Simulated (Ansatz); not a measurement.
Single-point calculation, with input and output: Al$_{2}$Ru

Al$_{2}$Ru (6 atoms in the cell), computed with DFT PBEsol, scalar-relativistic, plane waves, PAW, no spin polarisation (Ansatz 0.2.0).

The structure derives from a Materials Project entry. It belongs to a series of runs on one base structure; here: kmesh: [16, 16, 16] Gamma-centred. Figures and captions count atoms from 1; the log counts them from 0 in places.

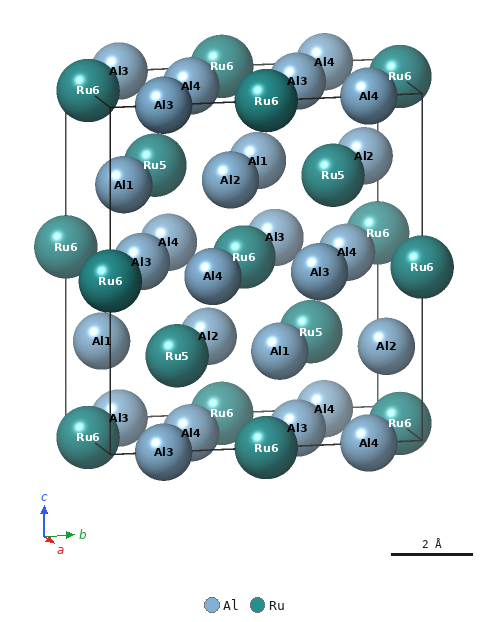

Fig. 1: The input geometry (spheres-only view of the cell 4 times as large as that of the calculation, set on its symmetry axes, seen slightly off an axis; atoms are numbered from 1 in the order of the input). An atom can appear more than once, as a periodic image.

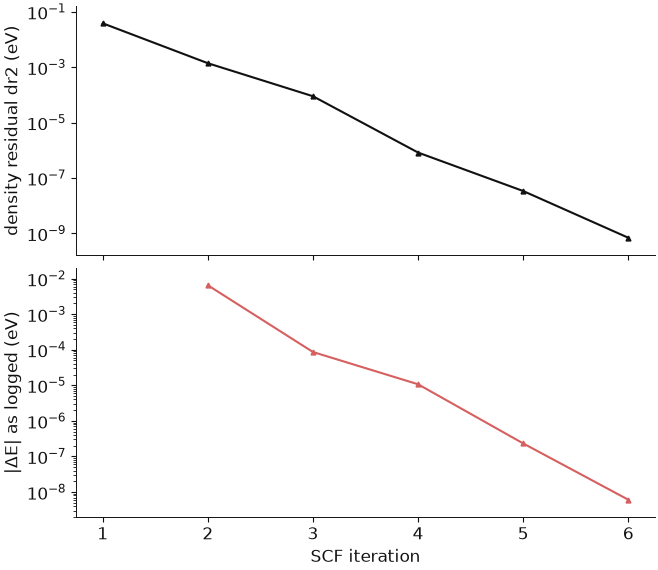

Fig. 2: Convergence of the self-consistent field: density residual dr2 and size of the energy change against the SCF iteration. The residual falls at every step.

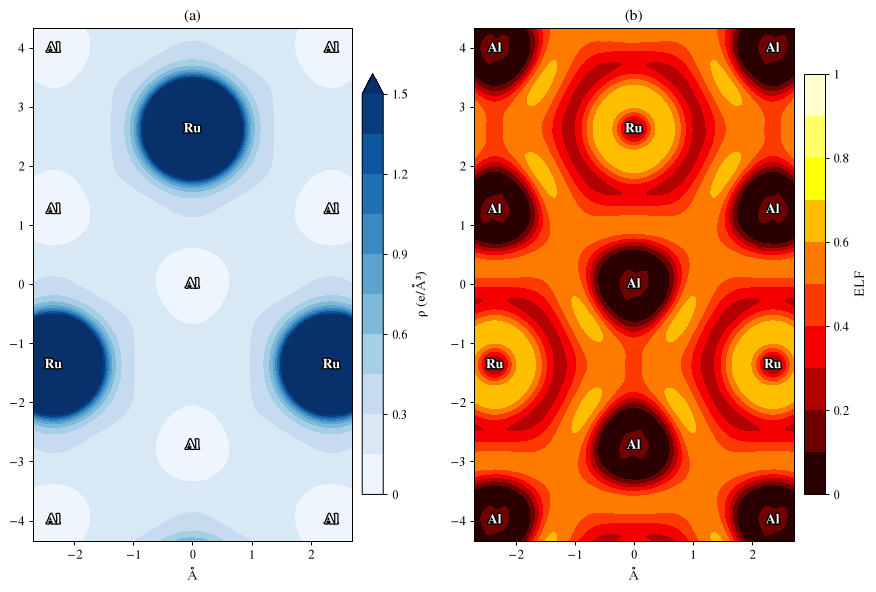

Fig. 3: (a) valence pseudo-density; (b) ELF on the (001) plane of the conventional cell. Atoms in the plane: Al and Ru. Al–Ru (2.63 Å): the density is about 0.35 e/Å³ at the midpoint; the ELF is about 0.40 at the midpoint. Al–Al (2.67 Å): the density is about 0.23 e/Å³ at the midpoint; the ELF is about 0.50 at the midpoint. Al–Ru (2.72 Å): ρ is about 0.32 e/Å³ halfway; the ELF is about 0.40 at the midpoint. Al–Al (2.73 Å): the density is about 0.2 e/Å³ at the midpoint; the ELF is about 0.50 at the midpoint. Away from the nuclei the density in this plane falls to 0.2 e/Å³ at its lowest. The strong features right at Ru lie inside the PAW spheres (semicore, d or f shells) and say nothing about bonding. The fields are those of the smooth PAW valence density.

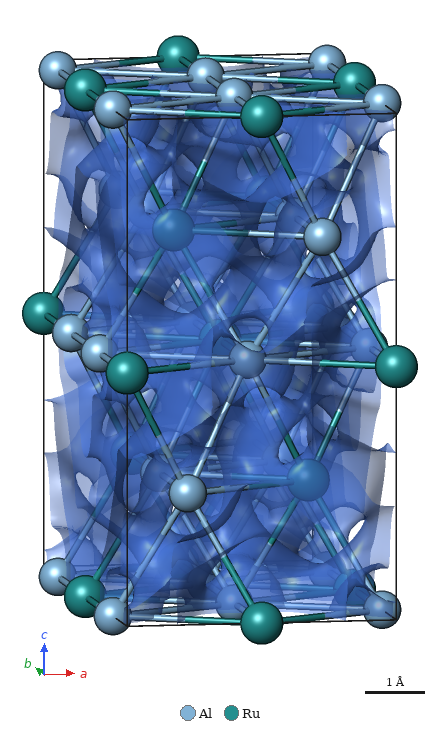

Fig. 4: Isosurface of the electron localisation function at 0.45 (blue), seen slightly off an axis. Core shells and regions of very low density are left out. Sticks mark near contacts. The outline is the cell set on symmetry axes. Along the contacts the grid gives the following. Al–Ru (2.57 Å): the ELF is about 0.40 at the midpoint. Al–Al (2.60 Å): the ELF peaks at about 0.65 between the atoms.

These pictures come from the run below.

**Input file**
```yaml
crystal:
  lattice:
    - [0.0, 3.9898374997, 4.3915250777]
    - [2.3524746913, 0.0, 4.3915250777]
    - [2.3524746913, 3.9898374997, 0.0]
  atoms:
    - { symbol: Al, position: [0.07906103, 0.42093897, 0.07906103] }
    - { symbol: Al, position: [0.42093897, 0.07906103, 0.42093897] }
    - { symbol: Al, position: [0.17093897, 0.82906103, 0.17093897] }
    - { symbol: Al, position: [0.82906103, 0.17093897, 0.82906103] }
    - { symbol: Ru, position: [0.75, 0.75, 0.75] }
    - { symbol: Ru, position: [0.5, 0.5, 0.5] }
basis:
  ecutwfc: 420
kpoints:
  mp_grid: { grid: [16, 16, 16] }
hamiltonian:
  xc: pbesol
scf:
  occupations: { method: gaussian, width: 0.01 }
output:
  forces: true
  stress: true
  eigenvalues: true
  write_density: true
  write_potential: true
  elf: true
  volumetric_format: npy
```

Run as:
```bash
ansatz run input.yaml --threads 1 --pin off --max-ram 2560MiB --backend cpu --events-out ev --progress --plain --runs-dir out
```

**The program's output**
```
Engine: ansatz 0.2.0, x86_64-unknown-linux-gnu
Pseudopotentials: kind: paw
Pseudopotential: Al, paw, valence charge 3, recommended cutoff 420 eV (normal), Al.paw.azcp
Pseudopotential: Ru, paw, valence charge 16, recommended cutoff 420 eV (normal), Ru.paw.azcp
Functional definition: PBEsol
  exchange = pbesol_x
  correlation = pbesol_c
Crystal: 6 atoms, lattice volume = 82.438 Å³
Basis set: ecut = 420 eV, 1625 PW (Γ), exchange–correlation on 80×72×64 points (8 copies of the dense FFT grid, shifted against one another)
Bands: 28, of which v1, the nominal top of the filled ones, is band 22 counted from 1 (21 counted from 0)
Symmetry: 8 space group operations
Space group: Fddd (ITA 70), of the structure as read, at distance tolerance 4.4e-5 Å
k-points: 621 of 4096
Non-local potential: Al, projectors of the file, l = 0: 2, l = 1: 2, l = 2: 1
Non-local potential: Ru, projectors of the file, l = 0: 3, l = 1: 2, l = 2: 2, l = 3: 1
PAW form: soft (Blöchl's): semilocal exchange-correlation on the pseudo side does not see the compensation charge
PAW frozen core: Al, regenerated for the run's functional, and the local potential with it (the file was generated under x = pbe(κ = 0.804, μ = 0.2195149727645171), c = pbe(β = 0.06672455060314922))
PAW frozen core: Ru, regenerated for the run's functional, and the local potential with it (the file was generated under x = pbe(κ = 0.804, μ = 0.2195149727645171), c = pbe(β = 0.06672455060314922))
PAW one-centre angular grid: Al, 110 points (default); XC on 64 Gauss nodes
PAW one-centre angular grid: Ru, 590 points (default); XC on 64 Gauss nodes
Initial density: superposition of atomic densities (neutral atoms: chi_scale 0, normalization atom), corrected by the library's trained network
Initial wavefunctions: pseudopotential atomic-orbital guess
Functional: x = pbesol(κ = 0.804, μ = 0.12345679012345678), c = pbesol(β = 0.046)
SCF iter   1: F=—  HF=-13735.326443 eV  |F-HF|=—  |Δ(HF+E_count)|=         —  Δρ=6.57e-3  dr2=3.87e-2  ethr=1.77e-3  ⟨swp⟩=7.2  Hψ=83156  notcnv=0
preconditioner: auto → none  [insulator: Δε(μ)=0.154 eV  Ē_g=6.529 eV  σ=0.010 eV  W_gap=1.00  n_scr=16 (ndim 8)  ℏωp=21.6 eV  f_vac=0.000  D(μ)=0.00/eV (n_scr^D=0)  ε∞_Penn≈12.0]
SCF iter   2: F=—  HF=-13735.319933 eV  |F-HF|=—  |Δ(HF+E_count)|=   6.51e-3  Δρ=1.90e-3  dr2=1.40e-3  ethr=8.79e-5  ⟨swp⟩=3.0  Hψ=33830  notcnv=0  defer=888
SCF iter   3: F=—  HF=-13735.319846 eV  |F-HF|=—  |Δ(HF+E_count)|=   8.64e-5  Δρ=6.05e-4  dr2=8.98e-5  ethr=3.19e-6  ⟨swp⟩=2.3  Hψ=28161  notcnv=0  defer=892
SCF iter   4: F=—  HF=-13735.319836 eV  |F-HF|=—  |Δ(HF+E_count)|=   1.07e-5  Δρ=3.38e-5  dr2=8.31e-7  ethr=2.04e-7  ⟨swp⟩=1.2  Hψ=16821  notcnv=0  defer=892
iter 5 did not close the SCF: its close was put off for the readings that it lacked (scf_convergence_deferred on its scf_iter line)
SCF iter   5: F=-13735.319835 eV  HF=-13735.319835 eV  |F-HF|=9.70e-10  |Δ(HF+E_count)|=   2.32e-7  Δρ=1.03e-5  dr2=3.39e-8  ethr=1.89e-9  ⟨swp⟩=2.0  Hψ=29792  notcnv=0  defer=892
SCF iter   6: F=-13735.319835 eV  HF=-13735.319835 eV  |F-HF|=3.64e-11  |Δ(HF+E_count)|=   6.06e-9  Δρ=1.53e-6  dr2=6.96e-10  ethr=7.71e-11  ⟨swp⟩=8.6  Hψ=103977  notcnv=0
SCF 1 converged in 6 iterations: F = -13735.319835 eV  dr2 = 6.96e-10
  greatest PAW one-centre occupation: 0.999 electrons in one spin orbital (limit 2), on the Ru atom at site 5 (counted from 0), in its partial waves of l = 0
SCF converged after 6 iterations
Free energy (F): -13735.319835 eV
Harris-Foulkes:  -13735.319835 eV  (|F-HF|=3.64e-11)
Internal energy: -13735.319835 eV  (E = F + TS)
E sigma→0 (E₀):  -13735.319835 eV
Fermi energy:    14.119521 eV
--- Per-component energies (eV) ---
  E_band       = -290.505277
  E_kinetic    = 1133.433804
  E_local      = -4206.613190  (includes V_loc(G=0)·N_el)
  E_nonlocal   = 732.894611
  E_hartree    = 1556.383822
  E_xc         = -542.023564
  E_vxc        = -601.047222  (∫ρ·V_xc dr)
  E_paw        = -8620.070246  (= ΣΔE_a)
  E_vpaw       = -461.940344  (= ΣTr[D̂ρ^β])
  E_aug_tail   = -0.000401  (compensation charges beyond the density's cutoff)
  E_ewald      = -3789.907819
  E_core_change = 0.583148  (= ΣΔE_core)
  E_smearing   = -0.000000  (= −TS)
  E_closure    = -0.000000  (closes the sum)
  Σ components = -13735.319835   (vs F -13735.319835, Δ=0.00e0)
--- Forces (eV/Å), atoms counted from 1 ---
  atom   1  Al     0.00000000    -0.01498566     0.00000000
  atom   2  Al     0.00000000     0.01498566     0.00000000
  atom   3  Al     0.00000000     0.01498566     0.00000000
  atom   4  Al     0.00000000    -0.01498566     0.00000000
  atom   5  Ru    -0.00000000     0.00000000     0.00000000
  atom   6  Ru     0.00000000     0.00000000     0.00000000
  max |Σ_I F_I| component: 1.39e-17 eV/Å
--- Stress (GPa, compression-positive) ---
       -0.523695       0.000000       0.000000
        0.000000      -0.361475       0.000000
        0.000000       0.000000      -0.698147
  P = ⅓ Tr σ = -0.5278 GPa (-5.278 kbar)
--- Band table (eV; the first three rows and the last of 621) ---
  k-point 0: bands = ["-58.4138", "-58.4011", "-28.5735", "-28.4894", "-28.4874", "-28.4382", "-28.4267", "-28.4217", "3.0375", "7.8520", "9.4152", "9.4623", "9.9500", "10.4286", "10.6242", "10.6542", "10.7997", "11.1254", "12.0760", "12.8364", "12.8626", "14.0821", "15.7526", "16.3687", "16.4312", "16.6756", "16.8593", "17.5015"]
  k-point 1: bands = ["-58.4137", "-58.4012", "-28.5731", "-28.4932", "-28.4840", "-28.4384", "-28.4267", "-28.4217", "3.0838", "7.8545", "9.2159", "9.5386", "9.7750", "10.5837", "10.6317", "10.6855", "10.9296", "11.1121", "12.0360", "12.8113", "12.8696", "13.8520", "15.7811", "16.0041", "16.4640", "16.6518", "16.7701", "17.6756"]
  k-point 2: bands = ["-58.4134", "-58.4014", "-28.5719", "-28.4982", "-28.4804", "-28.4387", "-28.4268", "-28.4216", "3.2220", "7.8541", "8.9076", "9.4046", "9.6781", "10.6264", "10.6553", "10.9257", "10.9794", "11.3021", "11.9590", "12.7179", "12.8566", "13.3871", "15.4448", "15.8530", "16.2711", "16.5139", "16.9810", "17.8630"]
  k-point 620: bands = ["-58.4074", "-58.4074", "-28.5319", "-28.5319", "-28.4719", "-28.4719", "-28.4163", "-28.4163", "4.9660", "4.9660", "8.8993", "8.8993", "10.3393", "10.3393", "10.5881", "10.5881", "11.7459", "11.7459", "12.4936", "12.4936", "12.7349", "12.7349", "16.3325", "16.3325", "16.5506", "16.5506", "17.7101", "17.7101"]
```

**Key numbers**

```tsv
quantity	value
outcome	converged
space group (tolerance 0.01 Å)	Fddd (70)
electrons treated	44
free energy	−13735.3198 eV
Fermi energy	14.120 eV
gap on the k-point mesh	0.08 eV
pressure	−0.53 GPa
largest force (length of the vector)	0.015 eV/Å
hardware	1 thread of Intel Xeon @ 2.50GHz (Skylake/Cascade Lake), 189 GiB of memory available, shared host
wall time	3.1 min
peak memory	1.1 GiB
```
